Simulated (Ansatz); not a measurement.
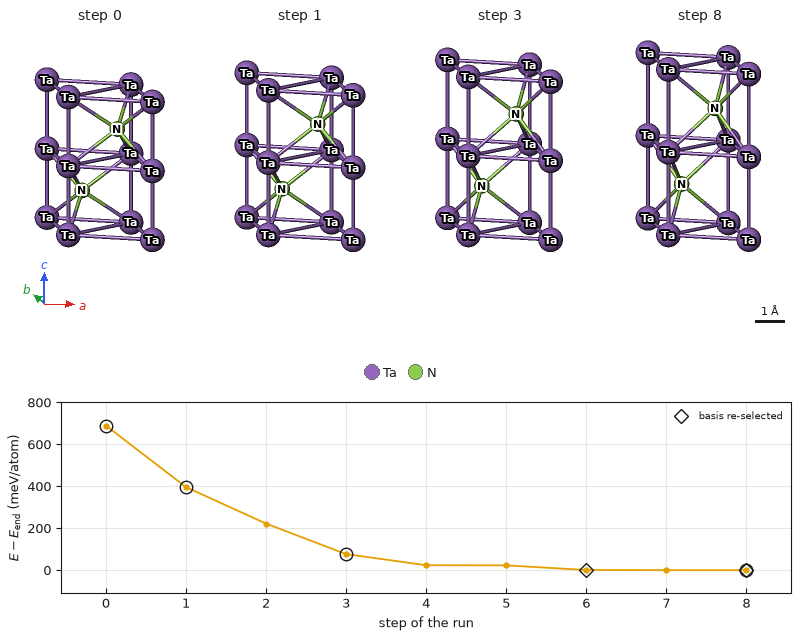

Frames of a relaxation of crystalline TaN (set up in P6_3/mmc) (coarse preliminary run), marked on the history of the run. A ball-and-stick model of the cell of the calculation, seen slightly off an axis.

All numbers below come from Ansatz, DFT PBE, scalar-relativistic, plane waves, PAW.

Input
```yaml
crystal:
  lattice:
    - [3.0480019786, 0.0, 0.0]
    - [-1.5240009893, 2.6396471442, 0.0]
    - [0.0, 0.0, 4.918]
  atoms:
    - { symbol: Ta, position: [0.0, 0.0, 0.0] }
    - { symbol: Ta, position: [0.0, 0.0, 0.5] }
    - { symbol: "N", position: [0.3333333333, 0.6666666667, 0.25] }
    - { symbol: "N", position: [0.6666666667, 0.3333333333, 0.75] }
basis:
  ecutwfc: 420
kpoints:
  mp_grid: { grid: [6, 6, 4] }
hamiltonian:
  xc: pbe
scf:
  occupations: { method: gaussian, width: 0.1 }
output:
  forces: true
  stress: true
  eigenvalues: true
relax:
  adjacent_minimum: "off"
  f_tol: 0.05
  max_steps: 80
  cell: { stress_tol: 0.5 }
```

Launched with:
```bash
ansatz run input.yaml --threads 1 --pin off --max-ram 2560MiB --backend cpu --events-out ev --progress --plain --runs-dir out
```

What happens along the run?

No atom moves by more than 0.005 Å relative to the cell. Cell: a = b 3.048 → 2.918 Å (−4.3 %), c 4.918 → 5.906 Å (+20.1 %). Volume +10.1 %. Near-neighbour distances that change, for instance: Ta1–Ta2 2.459 → 2.953 Å, Ta1–Ta1 3.048 → 2.918 Å, Ta1–N3 2.147 → 2.240 Å. Among the angles between lasting bonds that change: Ta1–N4–Ta2 69.9° → 82.5°, Ta1–N4–Ta1 90.5° → 81.3°, Ta1–N4–Ta2 131.6° → 135.8°. The space group stays P6_3/mmc (No. 194). Over 6 accepted moves (8 points after the start) the energy falls by 690 meV per atom. All forces vanish by symmetry, so only the cell relaxes. The pressure goes from 59.40 to 0.09 GPa. The SCF was repeated twice at an unchanged geometry on a basis and grid sized afresh for the cell, which shifted the energy by 22.1 meV per atom at most. The run took 13 s on 1 thread of Arm Neoverse V2 (shared host), peak memory 0.3 GiB. From step 0 to 1: volume +6.6 %, energy −294 meV per atom. From step 1 to 3: volume +2.8 %, energy −320 meV per atom. From step 3 to 8: volume +0.4 %, energy −76.7 meV per atom.

| step | E − E(0), meV/atom | pressure, GPa | volume, Å³/atom | note |
| --- | --- | --- | --- | --- |
| 0 | 0.00 | 59.40 | 9.892 |  |
| 1 | -293.51 | 24.55 | 10.548 |  |
| 2 | -467.67 | 9.30 | 10.829 |  |
| 3 | -613.30 | 3.39 | 10.849 |  |
| 4 | -666.29 | 2.65 | 10.752 |  |
| 5 | -667.05 | 0.13 | 10.835 |  |
| 6 | -689.17 | 1.93 | 10.835 | same geometry, new basis |
| 7 | -689.83 | 0.08 | 10.891 |  |
| 8 | -690.03 | 0.09 | 10.891 | same geometry, new basis |
